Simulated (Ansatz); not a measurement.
**Run report: CoO, geometry relaxation (part 1 of 3)**

System: CoO (R3m, 4 atoms in the cell).
Method: DFT PBEsol, scalar-relativistic, plane waves, PAW, spin-polarised (Ansatz 0.2.0).

The structure derives from a Materials Project entry. Figures and captions count atoms from 1; the log counts them from 0 in places.

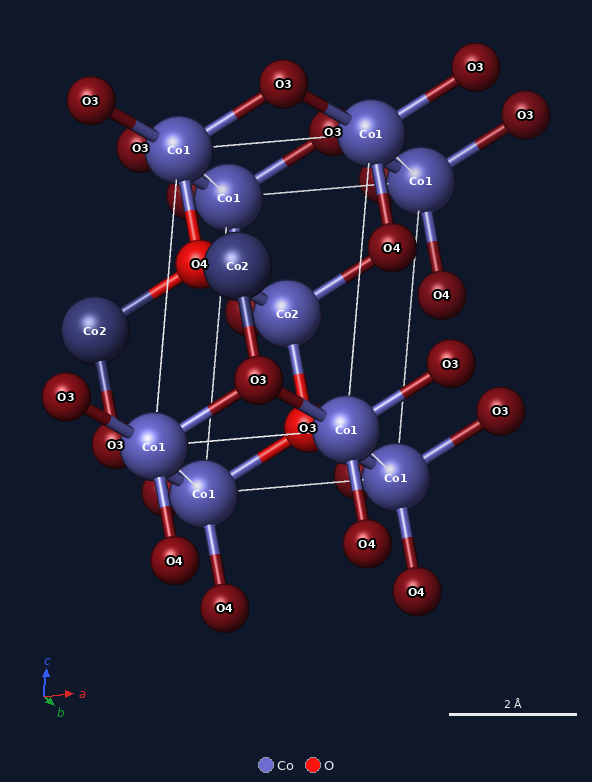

The structure as given in the input (ball-and-stick view of the reduced cell, seen at an oblique angle; neighbours outside the cell are drawn fainter; atoms are numbered from 1 in the order of the input). An atom can appear more than once, as a periodic image. Near neighbours in the periodic cell (some may lie outside the picture): Co has 4 O at 1.91 to 1.96 Å; O has 4 Co at 1.91 to 1.96 Å.

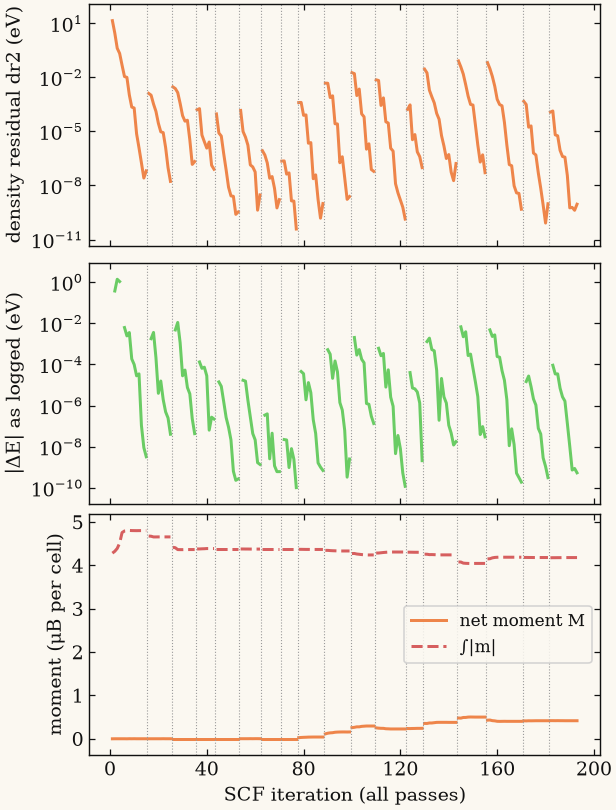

Convergence of the self-consistent field: density residual dr2, size of the energy change and magnetic moment against the SCF iteration. The dotted lines part the SCF passes of the relaxation: geometry steps, rejected trials and re-solves on a re-selected basis. The 18 passes take 7 to 15 iterations each, 193 in all. The net moment goes from 0.0 to 0.4 μB per cell.

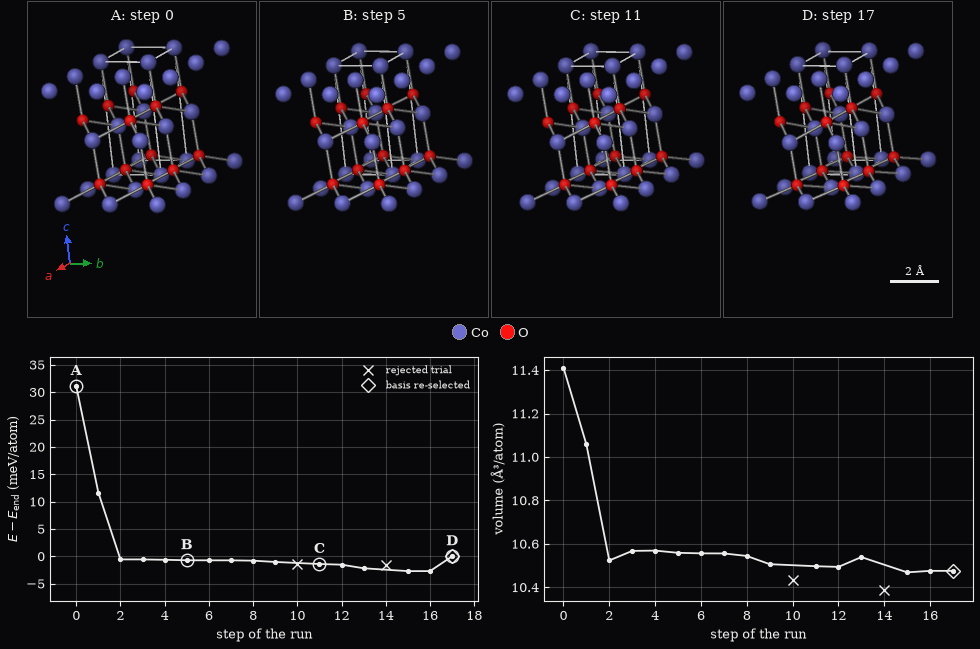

Frames of the relaxation (ball-and-stick view of the reduced cell, repeated 3 × 2 × 1, seen slightly off an axis) above the curves, on which the letters mark them (the first geometry is step 0 here and step 1 in the log).

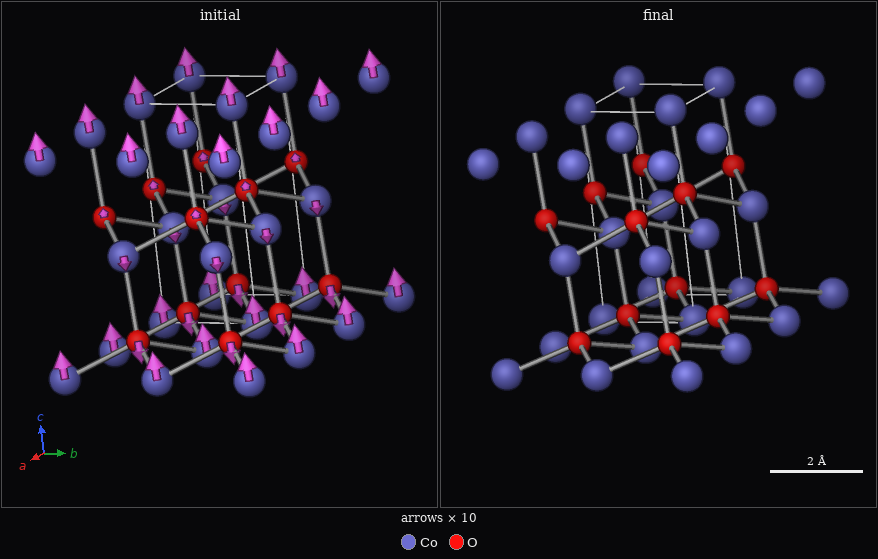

Before (left) and after (right) the relaxation, at one scale (ball-and-stick view of the reduced cell, repeated 3 × 2 × 1, seen slightly off an axis). The pink arrows give the displacements (without the part carried along by the change of the cell), magnified 10 times. The largest move relative to the cell is that of Co1, 0.066 Å. By element the largest moves are Co 0.066 Å, O 0.053 Å. Cell: a = b 3.204 → 3.130 Å (−2.3 %), c 5.456 → 5.258 Å (−3.6 %), α 72.9° → 72.7°, β 72.9° → 72.7°. Volume −8.2 %. Among the contacts that change: Co1–O3 1.963 → 1.879 Å, Co2–O3 1.909 → 1.854 Å, Co2–O4 1.963 → 1.934 Å, Co1–O4 1.909 → 1.881 Å. Among the angles that change: O3–Co1–O4 109.6° → 105.8°, Co1–O3–Co2 109.6° → 105.8°, Co1–O3–Co1 109.4° → 112.8°. The space group stays R3m (No. 160). After 16 geometry steps the energy has fallen by 33.8 meV per atom. Largest force component: 0.11 eV/Å at the start, 0.0064 eV/Å at the end. Pressure: −9.89 GPa at the start and −0.41 GPa at the end. The line search rejected the trial steps at points 10, 14 (counted from 0) and went back. A last SCF at the same geometry on a re-selected plane-wave basis shifts the energy by +2.7 meV per atom. (Atoms are counted from 1 in the order of the input.)

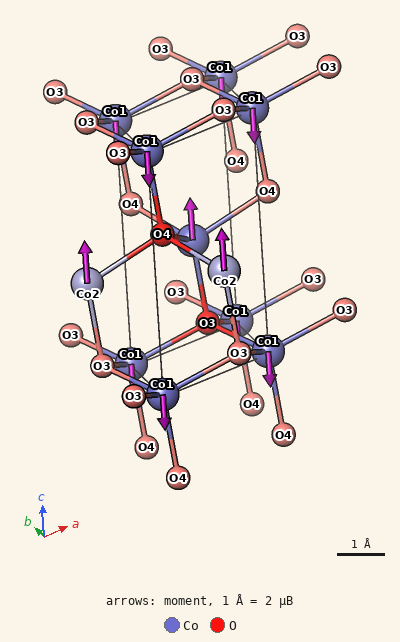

Magnetic moments of the sites as pink arrows (ball-and-stick view of the reduced cell, seen slightly off an axis; neighbours outside the cell are drawn fainter; atoms are numbered from 1 in the order of the input); small moments hardly show. The run is collinear, so the axis drawn is arbitrary. Site moments: Co2 (1.90 μB); Co1 (−1.60 μB); O4 (0.16 μB); O3 (−0.09 μB). They are counted near the atoms and needn't add up to the moment of the cell.

The input and output of the run follow.

### Input file
```yaml
crystal:
  lattice:
    - [1.6022198417, 0.9250420569, 5.1329417806]
    - [-1.6022198417, 0.9250420569, 5.1329417806]
    - [0.0, -1.8500841138, 5.1329417806]
  atoms:
    - { symbol: Co, position: [0.99948773, 0.99948773, 0.99948773], spin: -2.21 }
    - { symbol: Co, position: [0.49949059, 0.49949059, 0.49949059], spin: 2.21 }
    - { symbol: O, position: [0.37549553, 0.37549553, 0.37549553], spin: -0.16 }
    - { symbol: O, position: [0.8755255, 0.8755255, 0.8755255], spin: 0.16 }
basis:
  ecutwfc: 420
kpoints:
  mp_grid: { grid: [6, 6, 6] }
hamiltonian:
  xc: pbesol
scf:
  occupations: { method: gaussian, width: 0.1 }
output:
  forces: true
  stress: true
  eigenvalues: true
  populations: true
magnetization:
  spin_polarized: true
relax:
  adjacent_minimum: "off"
  f_tol: 0.05
  max_steps: 80
  cell: { stress_tol: 0.5 }
```

Run as:
```bash
ansatz run input.yaml --threads 1 --pin off --max-ram 2560MiB --backend cpu --events-out ev --progress --plain --runs-dir out
```

### Log
```
basis.fft_grid_basis auto: the FFT boxes are laid along the combinations [[1, 0, -1], [0, 1, -1], [0, 0, 1]] of the cell's own vectors, 3.204, 3.204 and 5.456 Å long. The dense box has 24×24×40 points. Along the cell's own vectors, as sized, it would have 40×40×40, 2.78 times as many. Of the 6 symmetry operations that the crystal satisfies within crystal.symmetry.tolerance (time reversal apart; of a slab, those that keep its plane) the dense box along the cell's own vectors carries 6, and the one as laid loses 4 of those. basis.fft_grid_basis: typed keeps the cell's own vectors: state it where this run's energies or levels are differenced outside the engine with another run's, or held beside a run that keeps those vectors.
Engine: ansatz 0.2.0, x86_64-unknown-linux-gnu
Pseudopotentials: kind: paw
Pseudopotential: Co, paw, valence charge 17, recommended cutoff 420 eV (normal), Co.paw.azcp
Pseudopotential: O, paw, valence charge 6, recommended cutoff 420 eV (normal), O.paw.azcp
Functional definition: PBEsol
  exchange = pbesol_x
  correlation = pbesol_c
Crystal: 4 atoms, lattice volume = 45.646 Å³
Basis set: ecut = 420 eV, 911 PW (Γ), FFT grids on a1−a3, a2−a3, a3, exchange–correlation on 48×48×80 points (8 copies of the dense FFT grid, shifted against one another)
Bands: 31, of which v1, the nominal top of the filled ones, is band 23 counted from 1 (22 counted from 0)
Symmetry: 6 space group operations
Space group: R3m (ITA 160), of the structure as read, at distance tolerance 3.6e-5 Å
Magnetic group: BNS 160.65 (UNI 1295), of the structure as read, at distance tolerance 3.6e-5 Å
k-points: 32 of 216 (time reversal used)
Non-local potential: Co, projectors of the file, l = 0: 3, l = 1: 2, l = 2: 3, l = 3: 1
Non-local potential: O, projectors of the file, l = 0: 2, l = 1: 2, l = 2: 1
PAW form: soft (Blöchl's): semilocal exchange-correlation on the pseudo side does not see the compensation charge
PAW frozen core: Co, regenerated for the run's functional, and the local potential with it (the file was generated under x = pbe(κ = 0.804, μ = 0.2195149727645171), c = pbe(β = 0.06672455060314922))
PAW frozen core: O, regenerated for the run's functional, and the local potential with it (the file was generated under x = pbe(κ = 0.804, μ = 0.2195149727645171), c = pbe(β = 0.06672455060314922))
PAW one-centre angular grid: Co, 590 points (default); XC on 64 Gauss nodes
PAW one-centre angular grid: O, 110 points (default); XC on 64 Gauss nodes
Initial density: superposition of atomic densities (chi_scale 0.1, normalization cell, long waves kept (reshape's long-wave potential 0.00 eV rms))
Starting moments: Σ|m| = 4.74 μB on 4 of 4 sites
Starting magnetic order: compensated ferrimagnet; no operation exchanges its spin sublattices
Initial wavefunctions: pseudopotential atomic-orbital guess
Functional: x = pbesol(κ = 0.804, μ = 0.12345679012345678), c = pbesol(β = 0.046)
```
